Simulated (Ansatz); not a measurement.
# MgO: 8 runs along one coordinate

System: MgO (Immm, 2 atoms in the cell).
Method: DFT LDA, scalar-relativistic, plane waves, PAW, no spin polarisation (Ansatz 0.2.0).

The 8 runs differ only in the geometry, by a strain of the cell at fixed fractional positions. Against run 5, the strain is εxx = −0.02 η, εxy = η and εyy = −0.02 η. The structure derives from an entry of the Crystallography Open Database.

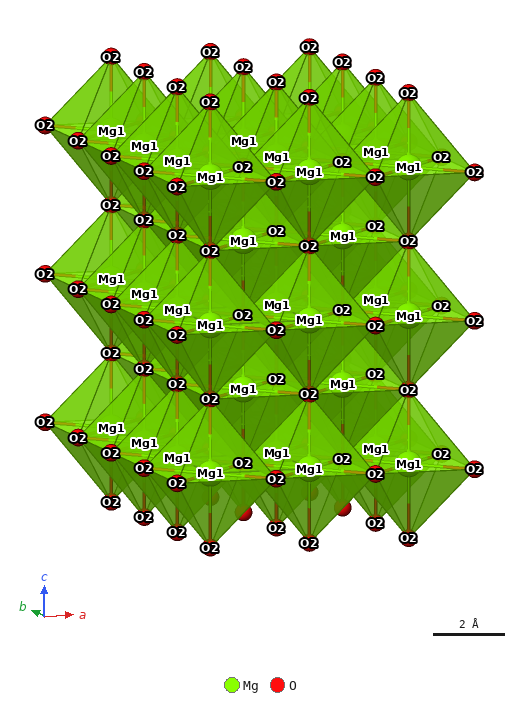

Figure 1. The structure of run 5 (polyhedral view of the cell 2 times as large as that of the calculation, set on its symmetry axes, repeated 2 × 3 × 2, seen slightly off an axis; polyhedra are completed across the faces of the cell; atoms are numbered from 1 in the order of the input).

## Input of run 5
```yaml
crystal:
  lattice:
    - [0.0400340625, 2.13515, 2.13515]
    - [2.13515, 0.0400340625, 2.13515]
    - [2.1751840625, 2.1751840625, 0.0]
  atoms:
    - { symbol: Mg, position: [0.0, 0.0, 0.0] }
    - { symbol: O, position: [0.5, 0.5, 0.5] }
basis:
  ecutwfc: 420
kpoints:
  mp_grid: { grid: [10, 10, 10] }
hamiltonian:
  xc: lda
scf:
  occupations: { method: gaussian, width: 0.05 }
output:
  forces: true
  stress: true
  eigenvalues: true
```

Run 2 differs from it as follows:
```diff
-    - [0.0400340625, 2.13515, 2.13515]
-    - [2.13515, 0.0400340625, 2.13515]
-    - [2.1751840625, 2.1751840625, 0.0]
+    - [-0.05337875, 2.13515, 2.13515]
+    - [2.13515, -0.05337875, 2.13515]
+    - [2.08177125, 2.08177125, 0.0]
```

## Results, with one run withheld

```csv
run,strain parameter η (%),"free energy per atom, from the lowest run given (meV)",pressure (GPa),gap on the mesh (eV)
1,−6.8774,40.44,−11.15,3.77
2,−4.3765,?,?,?
3,−1.2504,0.00,−11.58,4.22
4,−0.6252,1.92,−11.56,4.17
5,0.0000,5.10,−11.53,4.11
6,1.2504,15.33,−11.42,3.99
7,1.8757,22.38,−11.35,3.92
8,2.5009,30.76,−11.26,3.85
```

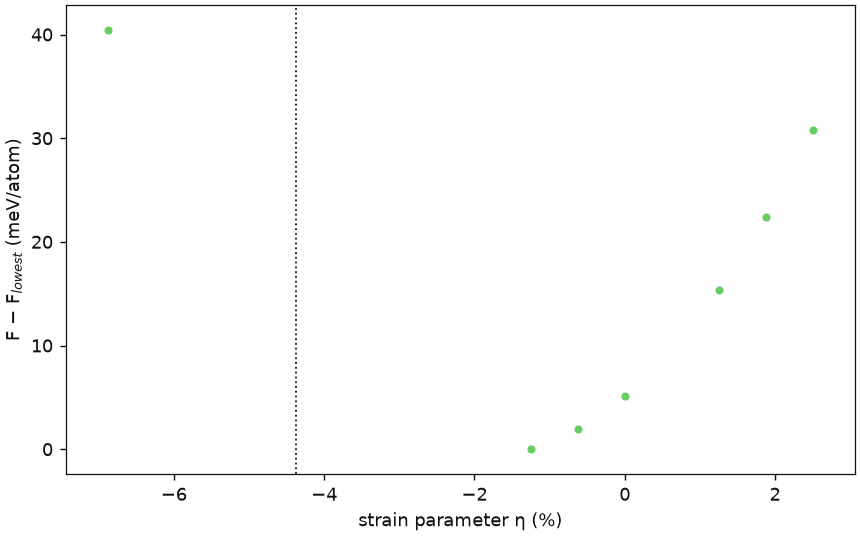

Figure 2. Free energy per atom of the runs given; the dotted line marks run 2.

Estimate the energy of run 2 from the others.

A cubic polynomial in the coordinate, fitted to the 7 runs given, misses them by at most 0.01 meV per atom. With x = η + 0.4466, it reads F = 2.6869 + 4.6513 x + 1.6472 x² + 0.0017146 x³ (meV per atom). At run 2 it gives 9.74 meV per atom, and the run itself gives 9.56. The fit has its minimum at η = −1.8616 %. The gap on the mesh lies between 3.77 eV (run 1) and 4.22 eV (run 3); run 2 has 4.05 eV. These are gaps of this functional on this mesh, which can miss the band edges; they aren't the measured gap.

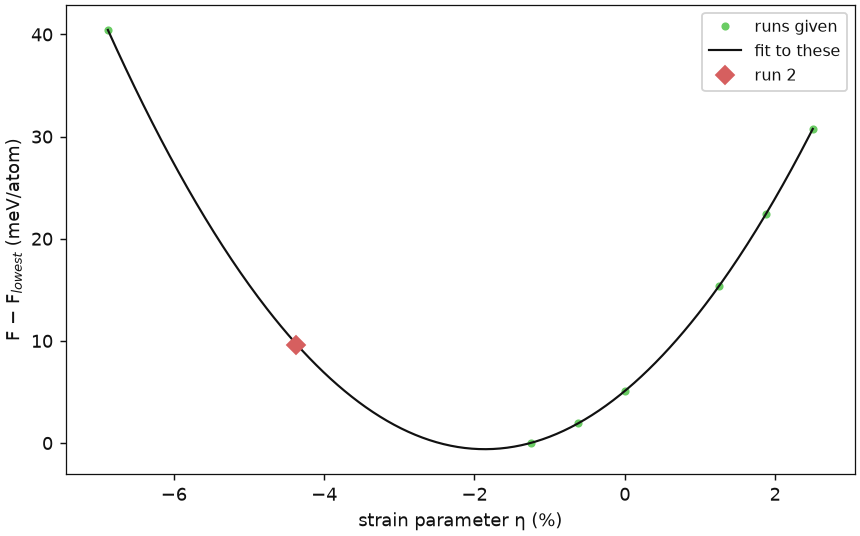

Figure 3. The fit and the withheld run.

## Output, shortened to warnings, some set-up lines, iterations and results (run 2)
```
Basis set: ecut = 420 eV, 367 PW (Γ)
Symmetry: 8 space group operations
k-points: 171 of 1000
Initial density: superposition of atomic densities (neutral atoms: chi_scale 0, normalization atom), corrected by the library's trained network
[...]
SCF iter   1: F=—  HF=-2460.004513 eV  |F-HF|=—  |Δ(HF+E_count)|=         —  Δρ=1.67e-2  dr2=4.45e-2  ethr=1.77e-3  ⟨swp⟩=5.7  Hψ=11915  notcnv=0
SCF iter   2: F=—  HF=-2459.989649 eV  |F-HF|=—  |Δ(HF+E_count)|=   1.49e-2  Δρ=5.25e-3  dr2=5.17e-3  ethr=2.78e-4  ⟨swp⟩=2.0  Hψ=4091  notcnv=0
SCF iter   3: F=—  HF=-2459.987933 eV  |F-HF|=—  |Δ(HF+E_count)|=   1.72e-3  Δρ=8.28e-4  dr2=8.24e-5  ethr=3.23e-5  ⟨swp⟩=2.5  Hψ=2943  notcnv=0
SCF iter   4: F=—  HF=-2459.987900 eV  |F-HF|=—  |Δ(HF+E_count)|=   3.31e-5  Δρ=6.64e-5  dr2=4.30e-7  ethr=5.15e-7  ⟨swp⟩=2.1  Hψ=2692  notcnv=0
SCF iter   5: F=-2459.987899 eV  HF=-2459.987899 eV  |F-HF|=1.22e-9  |Δ(HF+E_count)|=   1.34e-7  Δρ=5.02e-6  dr2=1.95e-9  ethr=2.69e-9  ⟨swp⟩=2.0  Hψ=3420  notcnv=0
SCF iter   6: F=-2459.987899 eV  HF=-2459.987899 eV  |F-HF|=2.43e-10  |Δ(HF+E_count)|=  5.50e-11  Δρ=1.56e-6  dr2=2.52e-10  ethr=1.22e-11  ⟨swp⟩=2.2  Hψ=6447  notcnv=0
SCF 1 converged in 6 iterations: F = -2459.987899 eV  dr2 = 2.52e-10
SCF converged after 6 iterations
Free energy (F): -2459.987899 eV
Harris-Foulkes:  -2459.987899 eV  (|F-HF|=2.43e-10)
Internal energy: -2459.987899 eV  (E = F + TS)
E sigma→0 (E₀):  -2459.987899 eV
Fermi energy:    9.490607 eV
--- Per-component energies (eV) ---
  E_band       = -303.942228
  E_kinetic    = 253.440813
  E_local      = -1626.384679  (includes V_loc(G=0)·N_el)
  E_nonlocal   = 145.441734
  E_hartree    = 560.761750
  E_xc         = -103.223545
  E_vxc        = -133.215803  (∫ρ·V_xc dr)
  E_paw        = -418.092470  (= ΣΔE_a)
  E_vpaw       = -64.750418  (= ΣTr[D̂ρ^β])
  E_aug_tail   = 0.002513  (compensation charges beyond the density's cutoff)
  E_ewald      = -1272.181418
  E_core_change = 0.247401  (= ΣΔE_core)
  E_smearing   = -0.000000  (= −TS)
  E_closure    = 0.000000  (closes the sum)
  Σ components = -2459.987899   (vs F -2459.987899, Δ=0.00e0)
--- Forces (eV/Å), atoms counted from 1 ---
  atom   1  Mg     0.00000000     0.00000000     0.00000000
  atom   2  O      0.00000000     0.00000000     0.00000000
  max |Σ_I F_I| component: 0.00e0 eV/Å
--- Stress (GPa, compression-positive) ---
      -11.314382       7.015587       0.000000
        7.015587     -11.314382      -0.000000
        0.000000      -0.000000     -11.806263
  P = ⅓ Tr σ = -11.4783 GPa (-114.783 kbar)
```
